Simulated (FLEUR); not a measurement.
## FeNi3 (Awaruite): magnetism against the ratio c/a

How does the ratio c/a change the magnetic state of FeNi3 (Awaruite)?

Program: FLEUR MaX-R8.1. Level of theory: PBE; all-electron FLAPW, Dirac cores, scalar-relativistic bands. Results are calculated unless marked as measured.

### 1. Starting point

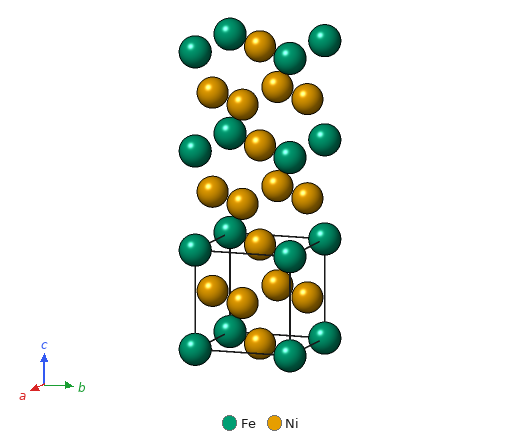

The cell as given, slightly off an axis (iron teal, nickel orange). 1×1×3 cells are drawn. Some periodic images of atoms are drawn too.

Structure file:

```xyz
4
Lattice="3.5450 0.0000 0.0000 0.0000 3.5450 0.0000 0.0000 0.0000 3.5450" Properties=species:S:1:pos:R:3 pbc="T T T"
Fe    0.0000    0.0000    0.0000
Ni    0.0000    1.7725    1.7725
Ni    1.7725    0.0000    1.7725
Ni    1.7725    1.7725    0.0000
```

### 2. Factor 1, start ferro ++++

The scan starts at the cell as given.

Lengths along (0, 0, 1) take the factor and those normal to it its inverse root, so the volume stays. Atoms keep their fractional places. Spheres, Kmax and the mesh are the same at all points, the spheres being those of the tightest cell. inpgen writes inp.xml from crystal.txt; cutoffs, mixing, functional, smearing and local orbitals are then set in the file. The k list default-1 (kpts.xml, not shown) is a Γ-centred 8×8×8 mesh; where the ranks do not divide the number of points, some are split in two of half the weight.

Input file inp.xml:

```
<?xml version="1.0" encoding="UTF-8" standalone="no"?>
<fleurInput fleurInputVersion="0.39">
   <comment>
      FeNi3
   </comment>
   <calculationSetup>
      <cutoffs Kmax="3.73" Gmax="11.2" GmaxXC="11.2" numbands="0"/>
      <scfLoop itmax="110" minDistance="0.00002" maxIterBroyd="15" imix="Anderson" alpha="0.05" precondParam="0.0" spinf="2.0" sdNocoIR="T"/>
      <coreElectrons ctail="T" frcor="F" kcrel="0" coretail_lmax="0"/>
      <xcFunctional name="pbe" relativisticCorrections="F"/>
      <magnetism jspins="2"/>
      <soc l_soc="F" theta="0.0" phi="0.0" spav="F"/>
      <expertModes spex="0" secvar="F"/>
      <geometryOptimization l_f="F" forcealpha="1.0" forcemix="BFGS" epsdisp="0.00001" epsforce="0.00001"/>
      <ldaU l_linMix="F" mixParam="0.05" spinf="1.0"/>
   </calculationSetup>
   <cell>
      <bzIntegration valenceElectrons="70.0" mode="hist" fermiSmearingEnergy="0.00183747">
         <kPointListSelection listName="default-1"/>
         <xi:include xmlns:xi="http://www.w3.org/2001/XInclude" href="kpts.xml"> </xi:include>
      </bzIntegration>
      <xi:include xmlns:xi="http://www.w3.org/2001/XInclude" href="sym.xml"> </xi:include>
      <bulkLattice scale="1.0">
         <bravaisMatrix>
            <row-1>    6.6990791117069994     0.0000000000000000     0.0000000000000000</row-1>
            <row-2>    0.0000000000000000     6.6990791117069994     0.0000000000000000</row-2>
            <row-3>    0.0000000000000000     0.0000000000000000     6.6990791117069994</row-3>
         </bravaisMatrix>
      </bulkLattice>
   </cell>
   <atomSpecies>
      <species name="Iron (Fe) 2.800" element="Fe" atomicNumber="26">
         <mtSphere radius="2.2" gridPoints="727" logIncrement="0.017"/>
         <atomicCutoffs lmax="8" lnonsphr="6"/>
         <electronConfig flipSpins="F">
            <coreConfig>(1s1/2) (2s1/2) (2p1/2) (2p3/2)</coreConfig>
            <valenceConfig>(3s1/2) (3p1/2) (3p3/2) (4s1/2) (3d3/2) (3d5/2)</valenceConfig>
            <stateOccupation state="(3d3/2)" spinUp="1.4" spinDown="1.0"/>
            <stateOccupation state="(3d5/2)" spinUp="3.0" spinDown="0.6"/>
         </electronConfig>
         <energyParameters s="4" p="4" d="3" f="4"/>
         <lo type="SCLO" l="0" n="3" eDeriv="0"/>
         <lo type="SCLO" l="1" n="3" eDeriv="0"/>
      </species>
      <species name="Nickel (Ni1.001" element="Ni" atomicNumber="28">
         <mtSphere radius="2.2" gridPoints="727" logIncrement="0.017"/>
         <atomicCutoffs lmax="8" lnonsphr="6"/>
         <electronConfig flipSpins="F">
            <coreConfig>(1s1/2) (2s1/2) (2p1/2) (2p3/2)</coreConfig>
            <valenceConfig>(3s1/2) (3p1/2) (3p3/2) (4s1/2) (3d3/2) (3d5/2)</valenceConfig>
            <stateOccupation state="(3d3/2)" spinUp="1.6" spinDown="1.6"/>
            <stateOccupation state="(3d5/2)" spinUp="2.9005" spinDown="1.8995"/>
         </electronConfig>
         <energyParameters s="4" p="4" d="3" f="4"/>
         <lo type="SCLO" l="0" n="3" eDeriv="0"/>
         <lo type="SCLO" l="1" n="3" eDeriv="0"/>
      </species>
   </atomSpecies>
   <atomGroups>
      <atomGroup species="Iron (Fe) 2.800">
         <relPos label="                   1">.0000000000 .0000000000 .0000000000</relPos>
         <force calculate="T" relaxXYZ="TTT"/>
      </atomGroup>
      <atomGroup species="Nickel (Ni1.001">
         <relPos label="                   2">.0000000000 1.000/2.000 1.000/2.000</relPos>
         <relPos label="                   3">1.000/2.000 .0000000000 1.000/2.000</relPos>
         <relPos label="                   4">1.000/2.000 1.000/2.000 .0000000000</relPos>
         <force calculate="T" relaxXYZ="TTT"/>
      </atomGroup>
   </atomGroups>
   <output dos="F" band="F" slice="F">
      <bandDOS minEnergy="-.5*Htr" maxEnergy="0.5*Htr" sigma="0.015" storeEVData="T"/>
      <plotting iplot="0" polar="F">
         <plot TwoD="T" vec1="  1.0  0.0  0.0" vec2="  0.0  1.0  0.0" vec3="  0.0  0.0  1.0" zero="  0.0  0.0  0.0" file="plot"/>
      </plotting>
      <moessbauerParams electricFieldGradient="F" isomerShift="F" coreHyperfine="F" valenceHyperfine="F"/>
   </output>
</fleurInput>
```

Input file crystal.txt:

```
FeNi3
&input film=F cartesian=F /
3.54500000000  0.00000000000  0.00000000000
0.00000000000  3.54500000000  0.00000000000
0.00000000000  0.00000000000  3.54500000000
1.8897261246
1.0 1.0 1.0

4
26 0.00000000000  0.00000000000  0.00000000000 : 2.800
28 0.00000000000  0.50000000000  0.50000000000 : 1.001
28 0.50000000000  0.00000000000  0.50000000000 : 1.001
28 0.50000000000  0.50000000000  0.00000000000 : 1.001

&kpt div1=8 div2=8 div3=8 gamma=T /
```

The run is started by

```
$ OMP_NUM_THREADS=1 inpgen -f crystal.txt > inpgen.log  # inp.xml is then edited as shown
$ OMP_NUM_THREADS=1 mpirun -n 4 fleur_MPI > fleur.log
```

The log of the run:

```text
Welcome to FLEUR        (www.flapw.de)
      MaX-Release 8.1          (www.max-centre.eu)

 ========== k-point set info ==========
 Selected k-point list: default-1
 k-point list type: mesh
 0 x 0 x 0
 Number of k points: 36

 ------------Calculation Setup---------------------------
 Number of MPI-tasks      :            4
 Number of PE/node        :            4
 Number of OMP-threads    :            1
 k-points in parallel     :            4
 pe's per k-point         :            1
 No of k-point loops      :            9
 Eigenvalue solver        :       lapack
 Number of basis functions:          304
 Approximate size of matrices (H+S) per k-point:         0.001 GB
 --------------------------------------------------------
 Iteration:     1   Distance:      22.32648941 me/bohr^3
 Iteration:     2   Distance:      10.32491163 me/bohr^3
 Iteration:     3   Distance:       7.38911690 me/bohr^3
 Iteration:     4   Distance:       8.97320090 me/bohr^3
 Iteration:     5   Distance:       5.45448938 me/bohr^3
 Iteration:     6   Distance:       1.12775979 me/bohr^3
 Iteration:     7   Distance:       1.88534219 me/bohr^3
 Iteration:     8   Distance:       1.08908741 me/bohr^3
 Iteration:     9   Distance:       1.00997297 me/bohr^3
 Iteration:    10   Distance:       0.07653414 me/bohr^3
 Iteration:    11   Distance:       0.17471934 me/bohr^3
 Iteration:    12   Distance:       0.02363023 me/bohr^3
 Iteration:    13   Distance:       0.02256600 me/bohr^3
 Iteration:    14   Distance:       0.01245088 me/bohr^3
 Iteration:    15   Distance:       0.00973095 me/bohr^3
 Iteration:    16   Distance:       0.00718448 me/bohr^3
 Iteration:    17   Distance:       0.00675653 me/bohr^3
 Iteration:    18   Distance:       0.00322769 me/bohr^3
 Iteration:    19   Distance:       0.00169536 me/bohr^3
 Iteration:    20   Distance:       0.00034818 me/bohr^3
 Iteration:    21   Distance:       0.00020251 me/bohr^3
 Iteration:    22   Distance:       0.00007865 me/bohr^3
 Iteration:    23   Distance:       0.00002143 me/bohr^3
 Iteration:    24   Distance:       0.00000594 me/bohr^3

 ********************************************************************
 Run finished successfully
 Stop message:
   all done
 ********************************************************************

--- out.xml (last complete iteration) ---
<iteration numberForCurrentRun="   24" overallNumber="   24">
         [... left out ...]
         <bandgap value="0.0004625991" units="eV"/>
         <sumValenceSingleParticleEnergies value="-62.4196643690" units="Htr"/>
         <FermiEnergy value="0.3480372969" units="Htr"/>
         <valenceDensity>
            <mtCharges spin="1">
               <mtCharge atomType="1" total="8.7361984" s="1.1748404" p="3.1484101" d="4.3996032" f="0.0104871"/>
               <mtCharge atomType="2" total="8.7942024" s="1.1915039" p="3.1595834" d="4.4301809" f="0.0100128"/>
            </mtCharges>
            <mtCharges spin="2">
               <mtCharge atomType="1" total="5.8007332" s="1.1601111" p="3.1449132" d="1.4814698" f="0.0113416"/>
               <mtCharge atomType="2" total="8.1083628" s="1.2022166" p="3.1903652" d="3.7041285" f="0.0091760"/>
            </mtCharges>
            <spinDependentCharge spin="1" total="37.4186073" interstitial="2.2998017" mtSpheres="35.1188056"/>
            <spinDependentCharge spin="2" total="32.5813927" interstitial="2.4555710" mtSpheres="30.1258217"/>
            <totalCharge value="70.0000000000"/>
         </valenceDensity>
         [... left out ...]
         <magneticMomentsInMTSpheres units="muBohr">
            <globalMagMoment atomType="1" vec="0.00000   0.00000   2.93547"/>
            <localMagMoment atomType="1" vec="0.00000   0.00000   2.93547"/>
            <globalMagMoment atomType="2" vec="0.00000   0.00000   0.68584"/>
            <localMagMoment atomType="2" vec="0.00000   0.00000   0.68584"/>
         </magneticMomentsInMTSpheres>
         [... left out ...]
         <totalEnergy value="    -5835.3073020175" units="Htr">
            <sumOfEigenvalues value="    -3351.6371873805">
               <coreElectrons value="-3289.2175230115"/>
               <valenceElectrons value="-62.4196643690"/>
            </sumOfEigenvalues>
            <densityCoulombPotentialIntegral value="-8956.6812733031"/>
            <densityEffectivePotentialIntegral value="-9277.1775347391"/>
            <chargeDenXCDenIntegral value="-246.7535330719"/>
            <FockExchangeEnergyValence value="0.0000000000"/>
            <FockExchangeEnergyCore value="0.0000000000"/>
         [... left out ...]
            <tkbTimesEntropy value="0.0010153157"/>
            <freeEnergy value="-5835.3083173333"/>
            <extrapolationTo0K value="-5835.3078096754"/>
         </totalEnergy>
         <densityConvergence units="me/bohr^3">
            <chargeDensity spin="1" distance="0.0000021270"/>
            <chargeDensity spin="2" distance="0.0000043105"/>
            <overallChargeDensity distance="0.0000033129"/>
            <spinDensity distance="0.0000059357"/>
         </densityConvergence>
      </iteration>
```

The job ended after 24 s (4 MPI ranks of Arm Neoverse V2, shared host; peak memory 0.22 GiB; 95 s of CPU time).

Spin moment in the muffin-tin sphere by atom:

```
atom  spin moment in the muffin-tin sphere (μB)
 Fe1                                       2.94
 Ni2                                       0.69
 Ni3                                       0.69
 Ni4                                       0.69
```

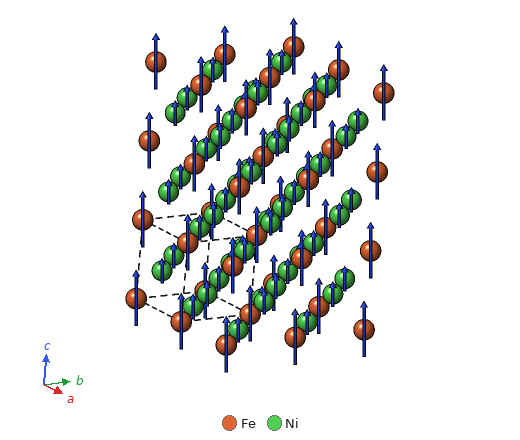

Spin moment in the muffin-tin sphere as arrows, the longest 2.94 μB. Up and down stand for the sign. Arrows give size and sign along the axis of quantisation, drawn up and down the page. Each arrow also spans its atom, so small moments look longer than they are. 2×2×3 cells are drawn. Some periodic images of atoms are drawn too.

This step gave:

```
free energy                                                       : -158786.8285 eV
program's band gap on this mesh (in a metal only a level spacing) : 4.63e-4 eV
magnetization                                                     : 4.837 μB
final state                                                       : ferromagnetic
```

After 24 cycles the largest moment stands at 2.94 μB.

### 3. Factor 1, start ferri ++--

Edit inp.xml of step 2 so:

```diff
@@ -57,2 +57,15 @@
       </species>
+      <species name="Nickel (Ni-1.001" element="Ni" atomicNumber="28">
+         <mtSphere radius="2.2" gridPoints="727" logIncrement="0.017"/>
+         <atomicCutoffs lmax="8" lnonsphr="6"/>
+         <electronConfig flipSpins="F">
+            <coreConfig>(1s1/2) (2s1/2) (2p1/2) (2p3/2)</coreConfig>
+            <valenceConfig>(3s1/2) (3p1/2) (3p3/2) (4s1/2) (3d3/2) (3d5/2)</valenceConfig>
+            <stateOccupation state="(3d3/2)" spinUp="1.6" spinDown="1.6"/>
+            <stateOccupation state="(3d5/2)" spinUp="1.8995" spinDown="2.9005"/>
+         </electronConfig>
+         <energyParameters s="4" p="4" d="3" f="4"/>
+         <lo type="SCLO" l="0" n="3" eDeriv="0"/>
+         <lo type="SCLO" l="1" n="3" eDeriv="0"/>
+      </species>
    </atomSpecies>
@@ -65,2 +78,5 @@
          <relPos label="                   2">.0000000000 1.000/2.000 1.000/2.000</relPos>
+         <force calculate="T" relaxXYZ="TTT"/>
+      </atomGroup>
+      <atomGroup species="Nickel (Ni-1.001">
          <relPos label="                   3">1.000/2.000 .0000000000 1.000/2.000</relPos>
```

Edit crystal.txt of step 2 so:

```diff
@@ -11,4 +11,4 @@
 28 0.00000000000  0.50000000000  0.50000000000 : 1.001
-28 0.50000000000  0.00000000000  0.50000000000 : 1.001
-28 0.50000000000  0.50000000000  0.00000000000 : 1.001
+28 0.50000000000  0.00000000000  0.50000000000 : -1.001
+28 0.50000000000  0.50000000000  0.00000000000 : -1.001
```

The log of the run:

```text
[banner, memory and clock lines left out]
Welcome to FLEUR        (www.flapw.de)
      MaX-Release 8.1          (www.max-centre.eu)

 ========== k-point set info ==========
 Selected k-point list: default-1
 k-point list type: mesh
 0 x 0 x 0
 Number of k points: 76

 [... set-up left out ...]
 Iteration:     1   Distance:      32.88819411 me/bohr^3
 Iteration:     2   Distance:      28.39449683 me/bohr^3
 Iteration:     3   Distance:      23.10555399 me/bohr^3
 Iteration:     4   Distance:      27.53472340 me/bohr^3
 Iteration:     5   Distance:      14.19056877 me/bohr^3
 Iteration:     6   Distance:      13.37515833 me/bohr^3
 Iteration:     7   Distance:       9.88362769 me/bohr^3
 Iteration:     8   Distance:       7.62100483 me/bohr^3
[... lines left out ...]
[... 15 iterations left out ...]
[... lines left out ...]
 Iteration:    30   Distance:       0.00015920 me/bohr^3
 Iteration:    31   Distance:       0.00013429 me/bohr^3
 Iteration:    32   Distance:       0.00009601 me/bohr^3
 Iteration:    33   Distance:       0.00004952 me/bohr^3
 Iteration:    34   Distance:       0.00002013 me/bohr^3
 Iteration:    35   Distance:       0.00001568 me/bohr^3

 ********************************************************************
 Run finished successfully
 Stop message:
   all done
 ********************************************************************

--- out.xml (last complete iteration) ---
<iteration numberForCurrentRun="   35" overallNumber="   35">
         [... left out ...]
         <bandgap value="0.0004613347" units="eV"/>
         <sumValenceSingleParticleEnergies value="-62.4196639652" units="Htr"/>
         <FermiEnergy value="0.3480372933" units="Htr"/>
         [... left out ...]
         <magneticMomentsInMTSpheres units="muBohr">
            <globalMagMoment atomType="1" vec="0.00000   0.00000   2.93547"/>
            <globalMagMoment atomType="2" vec="0.00000   0.00000   0.68584"/>
            <globalMagMoment atomType="3" vec="0.00000   0.00000   0.68584"/>
         </magneticMomentsInMTSpheres>
         [... left out ...]
         <totalEnergy value="    -5835.3073020126" units="Htr">
            <sumOfEigenvalues value="    -3351.6371873727">
               <coreElectrons value="-3289.2175234075"/>
               <valenceElectrons value="-62.4196639652"/>
            </sumOfEigenvalues>
         [... left out ...]
            <freeEnergy value="-5835.3083173285"/>
            <extrapolationTo0K value="-5835.3078096706"/>
         </totalEnergy>
         <densityConvergence units="me/bohr^3">
            <chargeDensity spin="1" distance="0.0000100522"/>
            <chargeDensity spin="2" distance="0.0000102340"/>
            <overallChargeDensity distance="0.0000128668"/>
            <spinDensity distance="0.0000156846"/>
         </densityConvergence>
      </iteration>
```

Elapsed: 66 s, on 4 MPI ranks; peak memory 0.27 GiB; 4.4 min of CPU time.

Spin moment in the muffin-tin sphere by atom:

```
atom  spin moment in the muffin-tin sphere (μB)
 Fe1                                       2.94
 Ni2                                       0.69
 Ni3                                       0.69
 Ni4                                       0.69
```

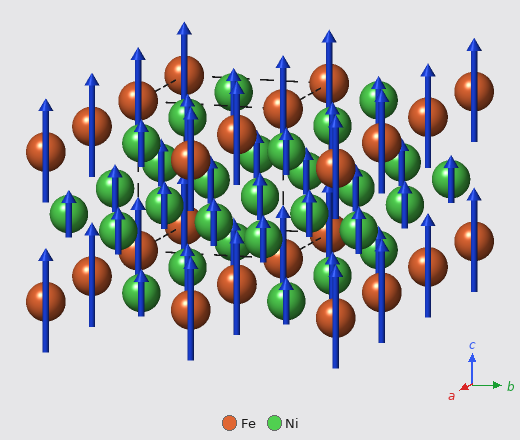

Spin moment in the muffin-tin sphere as arrows, the longest 2.94 μB. Up and down stand for the sign. Arrows give size and sign along the axis of quantisation, drawn up and down the page. Each arrow also spans its atom, so small moments look longer than they are. 3×2×1 cells are drawn. Some periodic images of atoms are drawn too.

Numbers from this step:

| Property | Result |
| --- | --- |
| free energy | -158786.8285 eV |
| program's band gap on this mesh (in a metal only a level spacing) | 4.61e-4 eV |
| magnetization | 4.837 μB |
| final state | ferromagnetic |

The typed pattern was not kept: a seeded moment turned or collapsed.

After 35 cycles the largest moment stands at 2.94 μB.

(Continued in part 2 of 2.)

[Logs and program files are shortened in this print: banners, set-up blocks, solver, clock and traceback lines can be left out without a mark of their own.]

[Logs are printed without paths, hosts, clocks, repeated set-up lines and the standing remarks that a program may print on its own settings, such as how far it seeks lower states.]

[Hosts, paths, dates, database ids (printed as entryN), source tags and the programs' standing remarks are cut or masked in the printed files.]

[Where a cell is said to come from a database of computed structures, the database is the Materials Project.]
